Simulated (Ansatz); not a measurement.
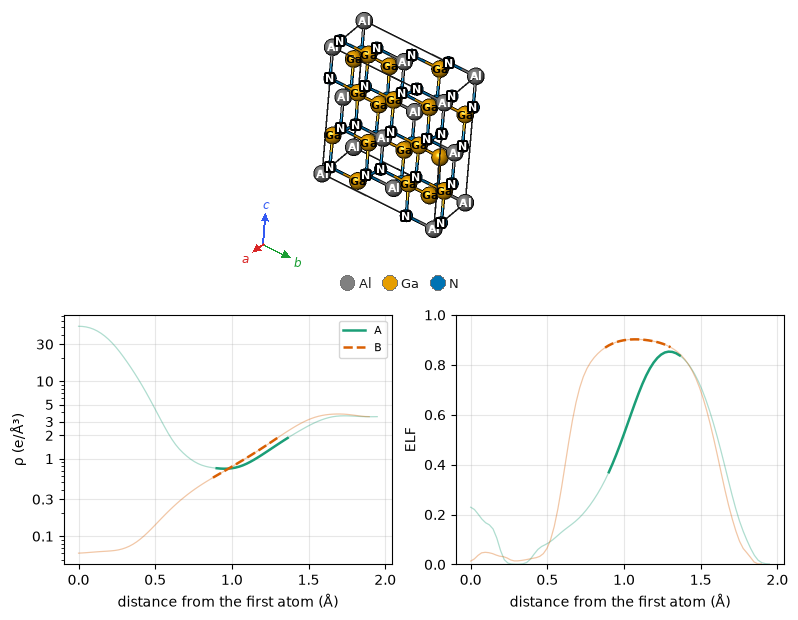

Figure. AlGa3N4. Valence electron density and electron localisation function along straight lines between neighbouring atoms. Thin, pale parts lie inside the atomic spheres. The structure is drawn too.

Space group P-43m; a structure from a database of computed crystals, not necessarily the ambient phase.

All numbers below come from DFT PBEsol, scalar-relativistic, plane waves, PAW (Ansatz).

Core electrons are frozen (PAW), and the valence fields are smoothed inside the atomic spheres.

**Which curve belongs to which contact (Al–N and Ga–N)? The first atom named is at distance zero.**

Curve A: Ga–N (1.95 Å): ρ at the midpoint is about 0.74 e/Å³; the ELF peaks at about 0.85 in the valence shell of N, 0.7 Å from its nucleus, and is about 0.50 at the midpoint. Curve B: Al–N (1.90 Å): the density is about 0.69 e/Å³ at the midpoint; the ELF peaks at about 0.90 between the atoms, as expected for a shared but strongly polarised pair.
